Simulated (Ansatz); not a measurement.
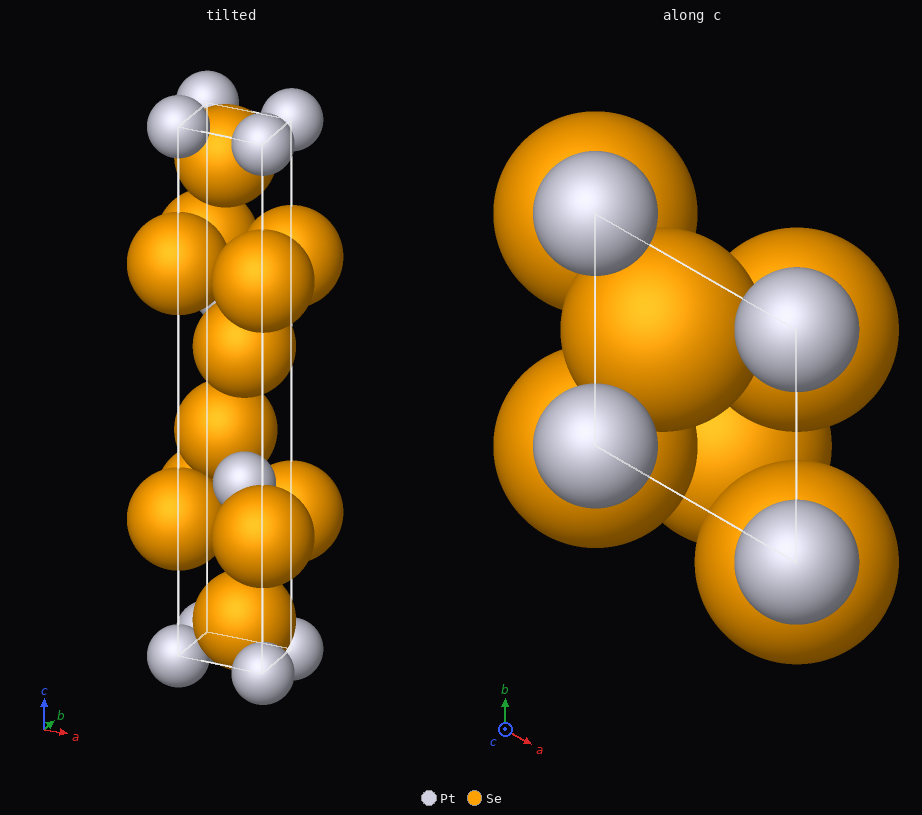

Space-filling drawing of the structure, looking slightly off an axis and along the c axis. Lines trace the edges of the conventional unit cell.

PtSe₂, cadmium chloride (CdCl₂) type, space group R-3m (No. 166), a = 3.755 Å, b = 3.755 Å, c = 17.282 Å, α = 90.00°, β = 90.00°, γ = 120.00°. The model was built from a structure type filled with these elements by a generator (whether the compound takes this form wasn't checked). The cell was then strained or its atoms displaced on purpose. It went into a calculation with Ansatz.

This one geometry was computed with Ansatz (DFT, plane waves, PAW) at three levels of theory: HSE06, PBE and r2SCAN.

Q: Which level gives the highest pressure at this volume, and what does that say about its equilibrium volume?

A: Highest: PBE (1.2 GPa), which points to the largest equilibrium volume. Lowest, with the smallest volume: HSE06 (-2.6 GPa). Levels within 0.5 GPa of each other can't be told apart.

Q: How does the band gap change with the level of theory?

A: PBE: a gap of 0.35 eV, indirect; r2SCAN: a gap of 0.52 eV, indirect; HSE06: a gap of 0.78 eV, indirect.

Q: Collect the results in a table.

A:
| level | cutoff (eV) | k-mesh of the run's cell | gap (eV) | pressure (GPa) |
| --- | --- | --- | --- | --- |
| HSE06 | 420 | 6×6×6 | 0.78 | -2.6 |
| PBE | 420 | 8×8×8 | 0.35 | 1.2 |
| r2SCAN | 500 | 8×8×8 | 0.52 | -1.1 |

Gaps are taken on the k-mesh or band path of each run.
